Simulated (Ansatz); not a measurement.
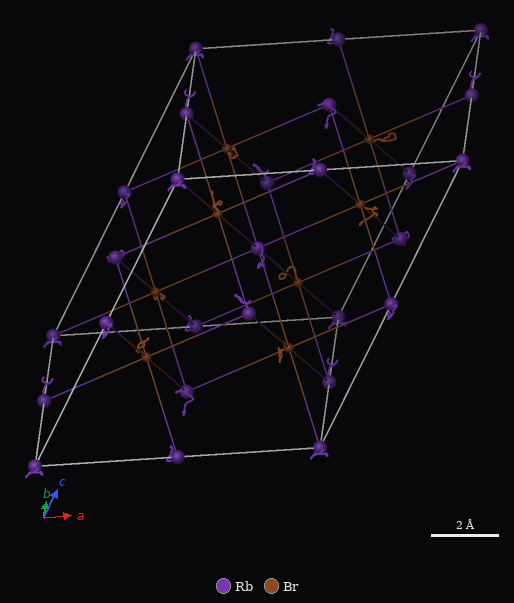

First-principles dynamics of a 16-atom cell of RbBr (set up in Fm-3m), 474 fs long. Lines trace each atom's path, in the colour of its element; spheres stand at the starting positions. Seen from a free direction in the reduced simulation cell.

Method: DFT PBE, scalar-relativistic, plane waves, PAW (Ansatz 0.2.0). Run with plane-wave cutoff 420 eV; k-point mesh 1 × 1 × 1; Fermi-Dirac smearing 0.0689 eV; volume 1.02 times that of the relaxed crystal; Langevin thermostat (NVT); set temperature 800 K; time step 6 fs; friction 0.02 per fs.

How do the atoms move?

Answer. In the second half of the run the atoms are, in the root-mean-square, this far from where they began (common drift taken out): Br 0.52 Å, Rb 0.49 Å. That is small against the typical shortest distance between atoms in the first frame, about 3.5 Å: the atoms vibrate about their sites and the arrangement holds. The mean temperature in the second half is 750 K (standard deviation 125 K). The potential energy is still drifting at the end, so the run hasn't reached equilibrium. The potential energy in the second half lies on average 99.1 meV per atom above the first frame. The mean pressure there is 1.9 GPa. The time step of 6 fs is long for the fastest vibrations here (lightest element bromine).
